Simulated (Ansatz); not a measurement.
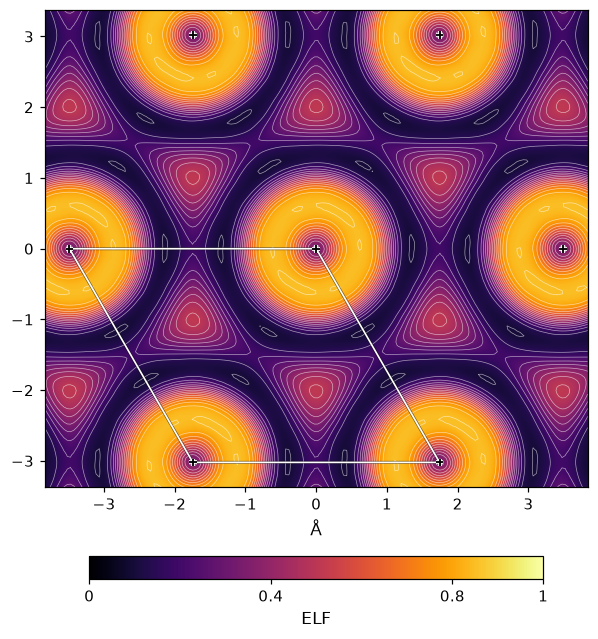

The electron localisation function on a plane through atoms (crosses mark nuclei in the plane).

Level of theory: DFT, r2SCAN, plane waves (500 eV) with PAW, scalar-relativistic (Ansatz).

Candidates:
A. Co, a = 3.51 Å, b = 3.51 Å, c = 3.51 Å, α = 90.00°, β = 90.00°, γ = 90.00°. Space group Fm-3m; set up as Co, fcc; a generated structure, not necessarily the stable one; spin-polarised.
B. Y, a = 3.49 Å, b = 3.49 Å, c = 11.14 Å, α = 90.00°, β = 90.00°, γ = 120.00°. Space group P6₃/mmc; set up as Y, dhcp; a generated structure, not necessarily the stable one; changed on purpose from its base cell (volume × 0.88); computed pressure about 6 GPa in this cell.
C. Mo, a = 4.72 Å, b = 4.72 Å, c = 2.58 Å, α = 90.00°, β = 90.00°, γ = 120.00°. Space group P6/mmm; set up as Mo, omega (AlB2-type); a generated structure, not necessarily the stable one; changed on purpose from its base cell (volume × 1.04); computed pressure about −9 GPa in this cell; computed without spin polarisation.

Q: Which system is this?

A: Candidate B: Y on the (001) plane of the conventional cell, which holds Y. Y–Y (3.49 Å): the ELF is about 0.20 at the midpoint: no shared electron pair shows on this line.
